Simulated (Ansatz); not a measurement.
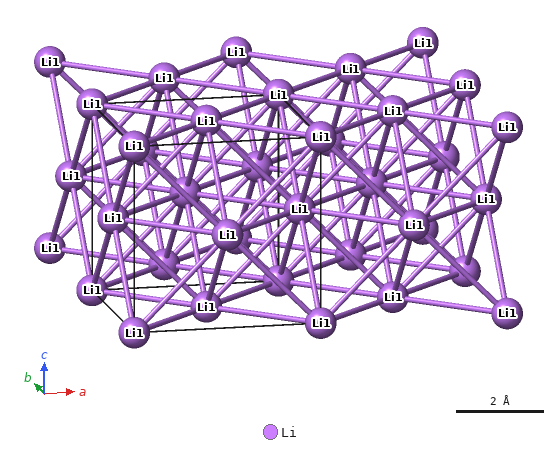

Reference structure: crystalline Li (set up in Fm-3m). Style: ball-and-stick. Shown: the conventional cell (4 times the calculation's cell), repeated 2 × 2 × 1 with one cell outlined, slightly off an axis. Lengths and directions refer to the drawn axes.

Method: Ansatz, DFT, PBE, PAW with Ansatz's default frozen-core files, scalar-relativistic. Set-up: plane-wave cutoff 420 eV; k-point mesh 13 × 13 × 13; occupations fermi dirac; smearing width 0.08 eV; no spin polarisation.

Now this is done to it. All lengths are scaled by +0.7 % (volume +2.0 %), the atoms keeping their fractional coordinates. No relaxation follows.

What is the effect?

Answer. Near-neighbour distances before and after: Li–Li 3.114 → 3.135 Å. The space group stays Fm-3m (No. 225). Energy change: +2.1 meV per atom. Pressure: −0.7 GPa before, −0.9 GPa after. All forces vanish by symmetry.
